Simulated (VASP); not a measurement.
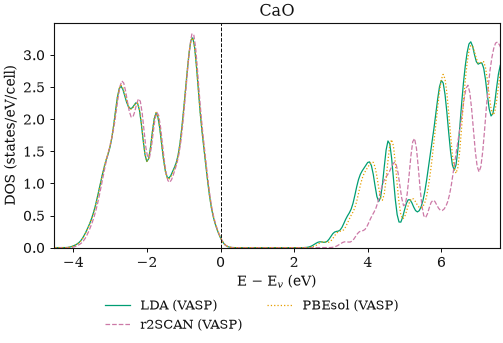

Total densities of states of CaO, space group Pm-3m, 2 atoms in the cell, CsCl type, by three methods on the same cell. The curves are built from the levels of the k mesh with Gaussians 0.3 eV wide, which also blur the band edges. Each is counted from its own valence-band top.

Q: How do the methods compare?

A: LDA (VASP) gives a gap of 2.59 eV, r2SCAN (VASP) gives a gap of 3.28 eV and PBEsol (VASP) gives a gap of 2.68 eV.

Settings. LDA (VASP): DFT, LDA, plane waves, PAW, 8×8×8 k mesh, 520 eV cutoff, Gaussian smearing of 0.01 eV (VASP 6.6.1). r2SCAN (VASP): DFT, r2SCAN, plane waves, PAW, 8×8×8 k mesh, 520 eV cutoff (VASP 6.6.1). PBEsol (VASP): DFT, PBEsol, plane waves, PAW, 8×8×8 k mesh, 520 eV cutoff, Gaussian smearing of 0.01 eV (VASP).
